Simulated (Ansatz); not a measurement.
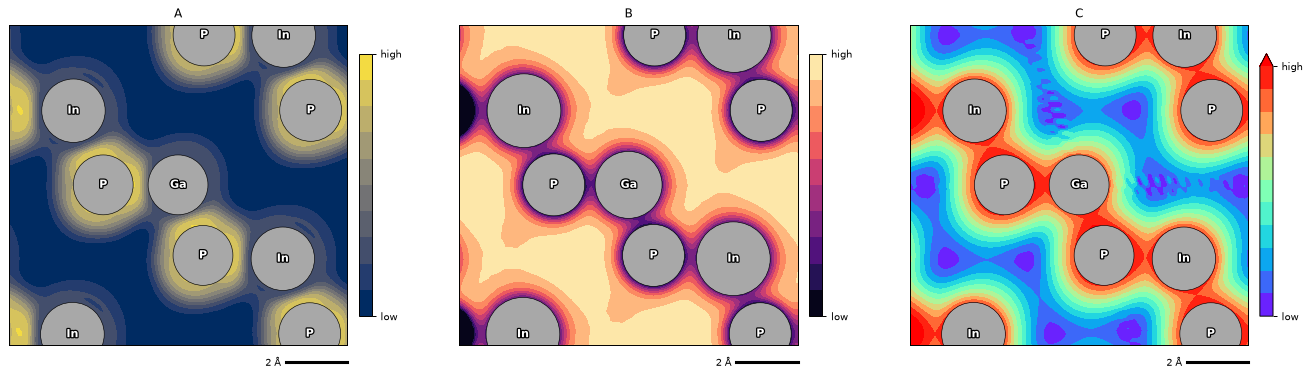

In$_{15}$GaP$_{16}$ (cell with a defect): 3 fields on the (010) plane of the calculation cell, with unlabelled colour scales. Grey discs cover the atomic cores.

Level of theory: DFT PBE, scalar-relativistic, plane waves, PAW (Ansatz 0.2.0).

> Which field does each panel show? The fields are: electron localisation function, electrostatic potential energy of an electron and valence pseudo-density.

Panel A: electron localisation function. Panel B: electrostatic potential energy of an electron (low next to the atoms, rising into the space between them). Panel C: valence pseudo-density. From the grid: Ga–P (2.44 Å): ρ is about 0.46 e/Å³ halfway; the ELF peaks at about 0.90 between the atoms: a covalent bond. In–P (2.60 Å): the density is about 0.41 e/Å³ at the midpoint; the ELF peaks at about 0.90 in the valence shell of P, 0.9 Å from its nucleus, and is about 0.55 at the midpoint.
